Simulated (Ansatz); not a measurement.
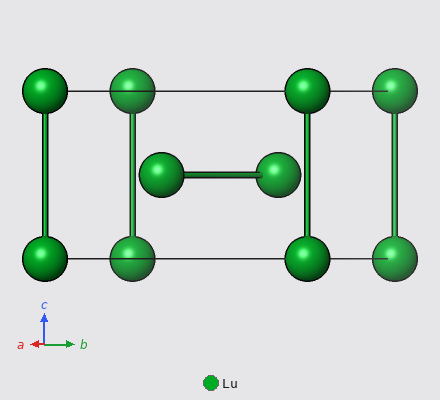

The structure, seen along [310]; the drawing may span several cells.

Given this structure, the input geometry of an electronic-structure calculation (not necessarily at equilibrium); the starting structure was generated, so it need not be a known form of this composition, written in its standard cell:

```cif
data_structure
_symmetry_space_group_name_H-M 'P6/mmm'
_symmetry_Int_Tables_number 191
_cell_length_a 5.3243
_cell_length_b 5.3243
_cell_length_c 3.3440
_cell_angle_alpha 90.000
_cell_angle_beta 90.000
_cell_angle_gamma 120.000
_cell_volume 82.10
loop_
_atom_site_label
_atom_site_type_symbol
_atom_site_symmetry_multiplicity
_atom_site_Wyckoff_symbol
_atom_site_fract_x
_atom_site_fract_y
_atom_site_fract_z
_atom_site_occupancy
Lu1 Lu 1 a 0.00000 0.00000 0.00000 1
Lu2 Lu 2 d 0.33333 0.66667 0.50000 1
```

Predict the [310] zone-axis pattern (200 kV, kinematic, B = 0.3 Å²).

Answer. The spots form a rectangular net whose two shortest vectors correspond to d = 3.34 Å and 1.74 Å, 90.0° apart. They are 0 0 1 and 1 -3 0 (itself too weak to see). The pattern has symmetry 2mm. Reflections such as 1 -3 0, 1 -3 -2, 1 -3 2 are allowed but too weak to see at this display level.

Strongest reflections with d > 0.80 Å, one of each family (|F|² from tabulated Gaussian fits of the electron scattering factors, times a small damping for the curvature of the Ewald sphere):

```csv
hkl,d (Å),I (strongest = 100)
0 0 2,1.672,100
1 -3 1,1.545,38
0 0 1,3.344,33
0 0 4,0.836,19
1 -3 3,0.939,12
2 -6 1,0.843,9
```

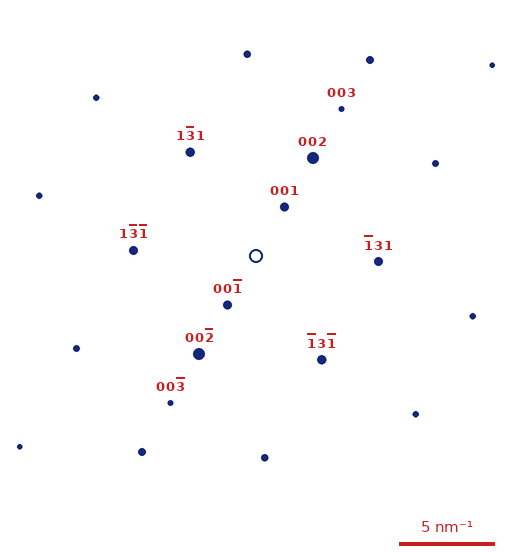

Calculated pattern, seen from the source side with [310] pointing towards the source.
